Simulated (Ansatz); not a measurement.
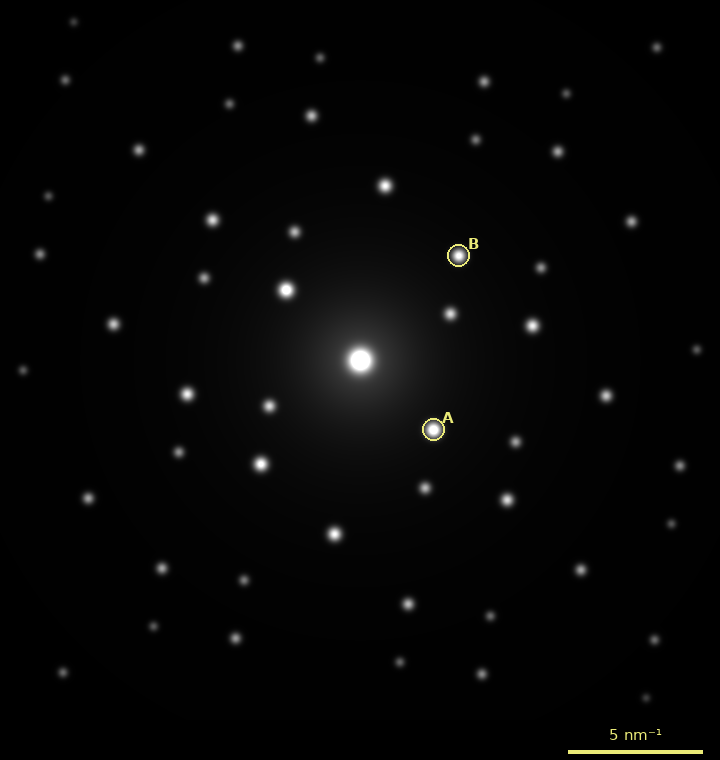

Simulated selected-area electron diffraction pattern (200 kV, kinematic approximation, thin crystal, B = 0.8 Å² for all atoms). Two individuals of a reflection twin are superposed (a geometric construction: whether this twin forms is not tested; the second individual is smaller and so fainter). Crystal: Pt, space group Pm-3m (No. 221), a = 2.625 Å, zone axis [110]. Structure: coordinates from a relaxation with DFT, PBE, plane waves (420 eV) with PAW, scalar-relativistic (Ansatz); the starting structure was generated, so it need not be a known form of this composition.

In the first individual spot A is 0 0 -1 and spot B is -1 1 0.

On which plane is the crystal twinned?

(1-1-1). The spot positions of the combined pattern are mirror-symmetric about the row through 1 -1 -1 (d = 1.515 Å), which both individuals share, while a single individual has only symmetry 2mm without that mirror line. Friedel's law adds the mirror line at right angles, so a twin on (1-12) would give the same picture; the more widely spaced plane was used.

Which other reflections coincide?

Off the common row, 1 -1 2, 2 -2 1, 0 0 3 and their kin fall on spots of the second individual; about 36 % of the first individual's visible spots are shared.
